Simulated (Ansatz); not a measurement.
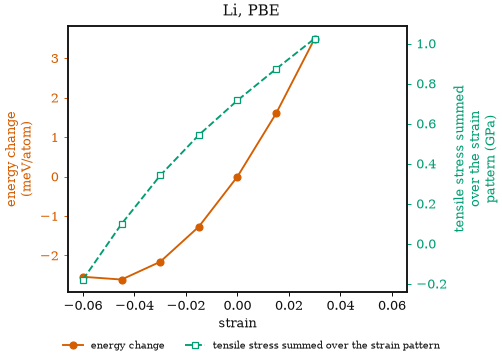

The picture above shows the energy change and tensile stress summed over the strain pattern against strain for Li, space group Im-3m (No. 229).

Starting cell:
```xyz
1
Lattice="-1.7500 1.7500 1.7500 1.7500 -1.7500 1.7500 1.7500 1.7500 -1.7500" Properties=species:S:1:pos:R:3 pbc="T T T"
Li    0.0000    0.0000    0.0000
```

Calculation (Ansatz 0.2.0): homogeneous strain of a crystal along one Voigt pattern with engineering shear, fractional coordinates fixed, by plane-wave density functional theory with PAW datasets, free energies less that of the undisturbed cell; scalar-relativistic. Level: PBE, no spin polarisation.

wave cutoff 420 eV; k mesh 20×20×20; occupations Gaussian; smearing width 0.15 eV; k shift (0, 0, 0) (mesh steps); start as given; strain pattern (1, 0, 0, 0, 0, 0) (xx yy zz yz xz xy with engineering shear).

The points at strain 0.0450, 0.0525 and 0.0600 are left out of the plot. What values does the calculation give there?

| strain | energy change (meV/atom) | tensile stress summed over the strain pattern (GPa) |
| --- | --- | --- |
| 0.0450 | 5.71 | 1.176 |
| 0.0525 | 6.93 | 1.250 |
| 0.0600 | 8.22 | 1.323 |

Note: reference crystal is not relaxed.
